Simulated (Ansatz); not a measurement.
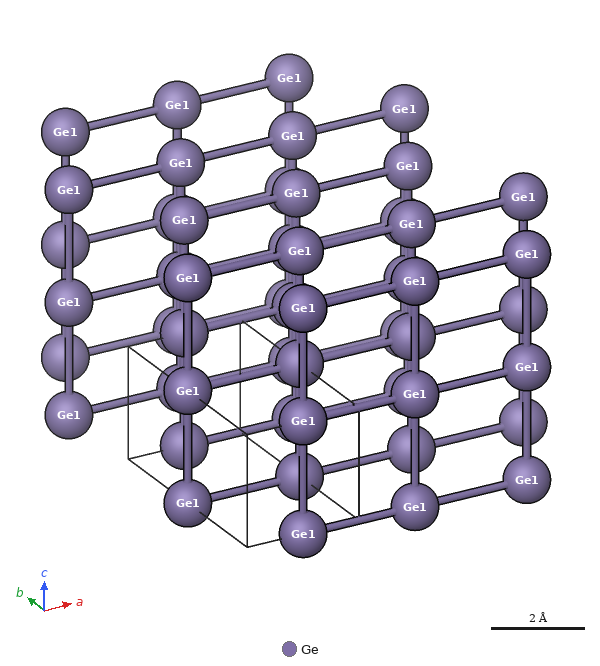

The starting point is a symmetric starting cell of Ge. The picture is a ball-and-stick view of the conventional cell (2 times the calculation's cell), repeated 3 × 2 × 2 with one cell outlined, seen from a free direction. Lengths and directions refer to the drawn axes.

The calculation used Ansatz 0.2.0, DFT PBEsol, scalar-relativistic, plane waves, PAW. (plane-wave cutoff 420 eV; k-point mesh 16 × 16 × 16; occupations gaussian; smearing width 0.1 eV; no spin polarisation)

The variant: The cell is strained by +4.7 % along c, +4.5 % along a, +3.1 % along b (volume +12.8 %), the atoms keeping their fractional coordinates. No relaxation follows. The starting cell wasn't computed here and needn't be at equilibrium, so pressure and forces aren't due to the change alone.

What is the effect?

Some distances before and after: Ge–Ge 2.794 → 2.921 Å, Ge–Ge 2.698 → 2.825 Å. The space group stays Cmmm (No. 65). The pressure is −9.4 GPa (not all of it need come from the change, since the unchanged cell can be under pressure at this level too). The principal stresses (compression positive) are −9.2 GPa along a, −9.3 GPa along b, −9.7 GPa along c. All forces vanish by symmetry.

Drawn alike, the variant:

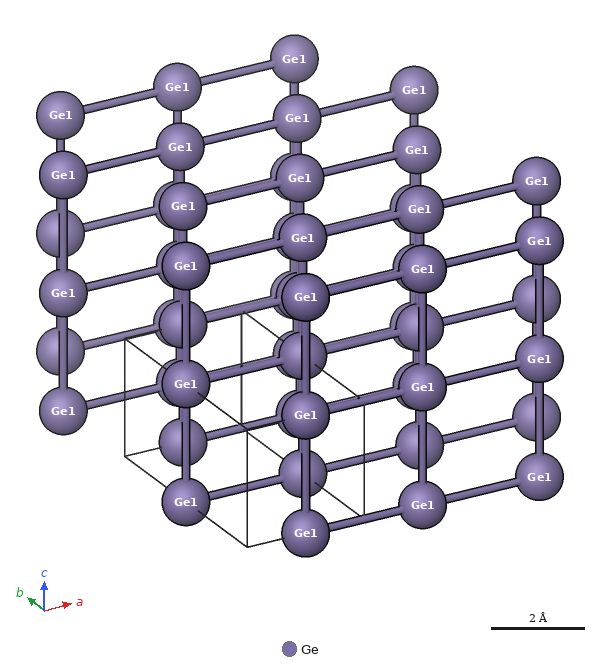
